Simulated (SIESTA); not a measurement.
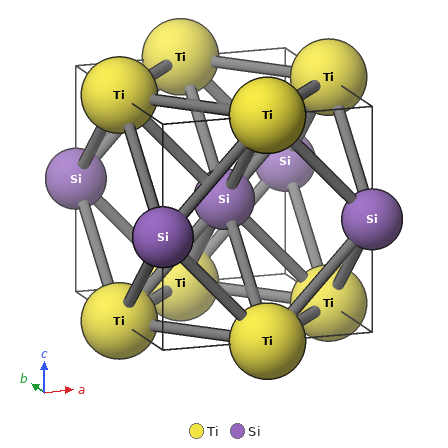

System: TiSi, space group Cmmm (No. 65). The picture shows the conventional cell.

The given structure:
```
CELL_PARAMETERS angstrom
1.81618 -2.11762 0.00000
1.81618 2.11762 0.00000
0.00000 0.00000 3.80393
ATOMIC_POSITIONS crystal
Ti 0.50000 0.50000 0.00000
Si 0.00000 0.00000 0.50000
```

Method: DFT in numerical atomic orbitals with pseudopotentials, no spin polarisation; energies at scaled volumes of the given cell, shape and fractions fixed, counted from the fit's minimum, third-order Birch-Murnaghan fit (SIESTA 5.4.2). Level: PBEsol.

- k mesh: 10×10×7
- occupations: Fermi–Dirac
- smearing width: 0.05 eV
- potentials: PseudoDojo 0.4 standard, converted to PSML, two zetas on semicore shells
- program settings: basis DZP, mesh cutoff 800 Ry

Predict the energy and pressure against volume. The volume takes the values 13.75, 14.04, 14.34, 14.63, 14.92, 15.22, 15.51 Å³/atom.

A third-order Birch–Murnaghan fit gives V0 = 14.23 Å³/atom, B0 = 146 GPa and B′ = 3.9. The energy is 7.84 meV/atom at volume 13.75 Å³/atom and 45.12 meV/atom at 15.51 Å³/atom; the lowest computed point is at volume 14.34 Å³/atom (0.35 meV/atom). The pressure falls from 5.37 GPa at volume 13.75 Å³/atom to −10.54 GPa at 15.51 Å³/atom, and changes sign near 14.24 Å³/atom.

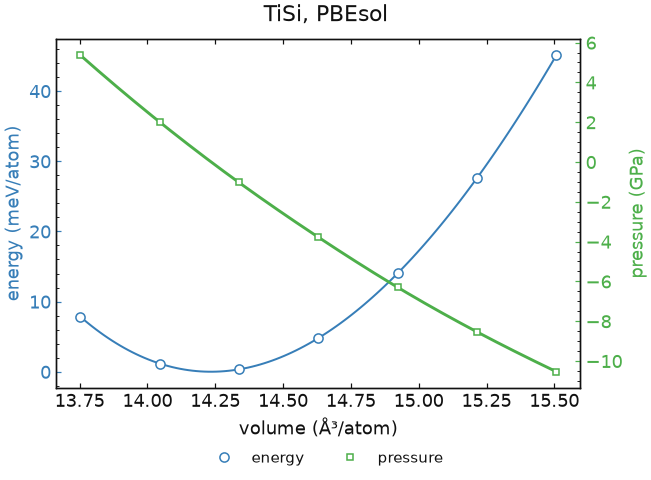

Caveats: mulliken charges of long orbitals; shape and atomic fractions are frozen while scaling, which makes layered, chain and framework solids too stiff.
